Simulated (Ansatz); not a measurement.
Input structure:

```cif
data_structure
_symmetry_space_group_name_H-M 'P 1'
_symmetry_Int_Tables_number 1
_cell_length_a 2.9947
_cell_length_b 2.9947
_cell_length_c 20.9446
_cell_angle_alpha 90.000
_cell_angle_beta 90.000
_cell_angle_gamma 120.000
_cell_volume 162.67
loop_
_atom_site_label
_atom_site_type_symbol
_atom_site_fract_x
_atom_site_fract_y
_atom_site_fract_z
_atom_site_occupancy
Ti1 Ti 0.00000 0.00000 0.00000 1
O1 O 0.66667 0.33333 0.95380 1
O2 O 0.33333 0.66667 0.04620 1
Ti2 Ti 0.66667 0.33333 0.33333 1
O3 O 0.33333 0.66667 0.28713 1
O4 O 0.00000 0.00000 0.37953 1
Ti3 Ti 0.33333 0.66667 0.66667 1
O5 O 0.00000 0.00000 0.62047 1
O6 O 0.66667 0.33333 0.71287 1
```

What crystal do these data define?

Answer. Chemical formula TiO2. Its lattice is rhombohedral (trigonal R), its space group R-3m (No. 166). Its structure type: cadmium chloride (CdCl₂) type. Counting shared atoms by their share gives 3 Ti, 6 O, or 9 atoms. The polyhedra are TiO6 octahedra; they share edges. Each Ti has six O in a distorted octahedral arrangement at 1.98 Å. Each O has three Ti in a trigonal pyramidal arrangement at 1.98 Å. Not all metal-metal contacts are counted. The bonds build TiO2 layers parallel to (001).

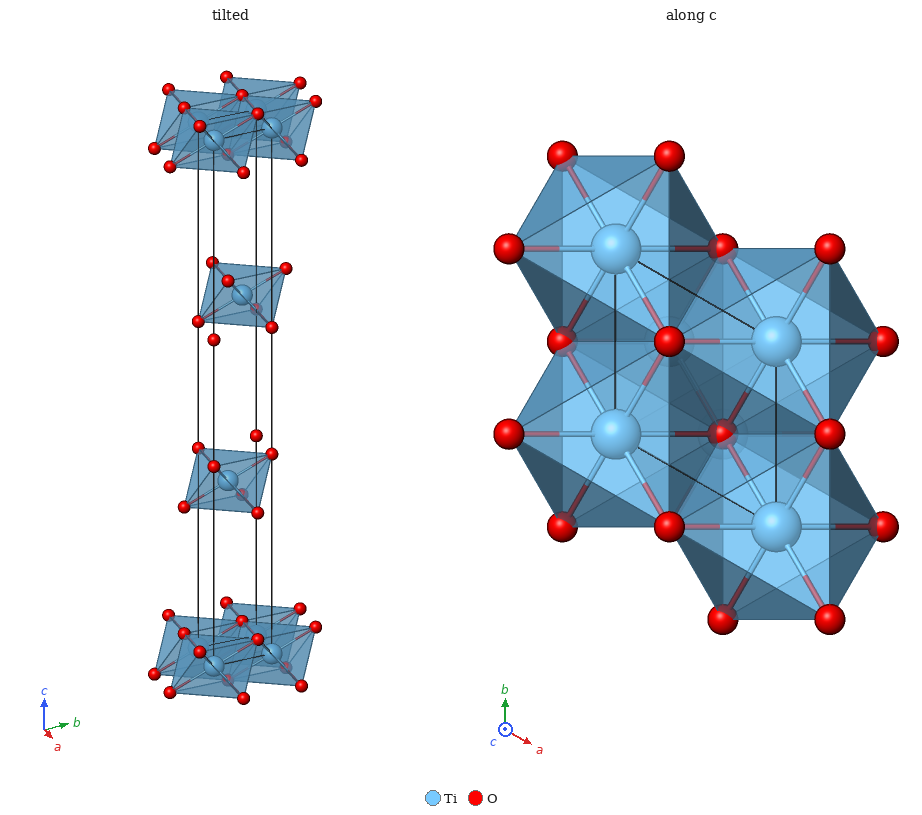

Drawn in the polyhedral manner and seen slightly off an axis and along the c axis. The parallelepiped is the conventional unit cell. A few atoms beyond the faces are included. Colours: titanium blue, oxygen red.

It goes back to a structure listed in the Materials Project. Earlier steps of the study may have refined or changed the cell and positions. It went into a calculation with Ansatz.

At this level of theory the cell isn't at rest (stretched, at -5 GPa), so its distances can differ from those at equilibrium, the more so the softer the solid.
